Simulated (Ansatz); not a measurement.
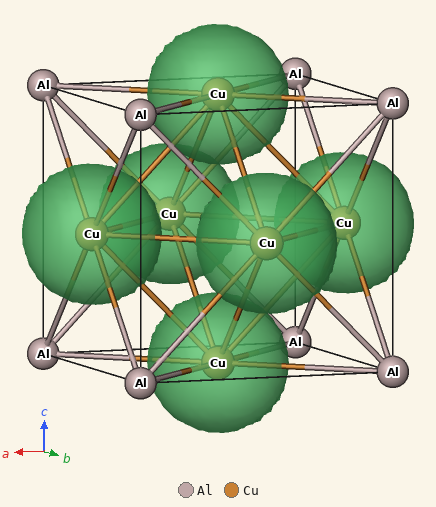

AlCu3. Isosurface of the valence pseudo-density at 0.5 e/Å³ (green), seen at an oblique angle. Sticks mark near contacts.

Space group Pm-3m; a structure from a database of computed crystals, not necessarily the ambient phase; computed without spin polarisation.

Computed with Ansatz, DFT PBEsol, scalar-relativistic, plane waves, PAW.

```yaml
crystal:
  lattice:
    - [3.63187, 0.00000, 0.00000]
    - [0.00000, 3.63187, 0.00000]
    - [0.00000, 0.00000, 3.63187]
  atoms:
    - { symbol: Al, position: [0.00000, 0.00000, 0.00000] }
    - { symbol: Cu, position: [0.50000, 0.50000, 0.00000] }
    - { symbol: Cu, position: [0.50000, 0.00000, 0.50000] }
    - { symbol: Cu, position: [0.00000, 0.50000, 0.50000] }
```

### What does this surface tell about the bonding?

At this value the density breaks into separate islands; it holds about 85 % of the electrons treated as valence (semicore included). It bridges none of the near contacts. It is pinched off along the sampled Al–Cu (2.57 Å) and Cu–Cu (2.57 Å) contacts. On the grid the lowest density along these lines, outside the cores, is 0.23 e/Å³ (Al–Cu, 2.57 Å) and 0.28 e/Å³ (Cu–Cu, 2.57 Å).
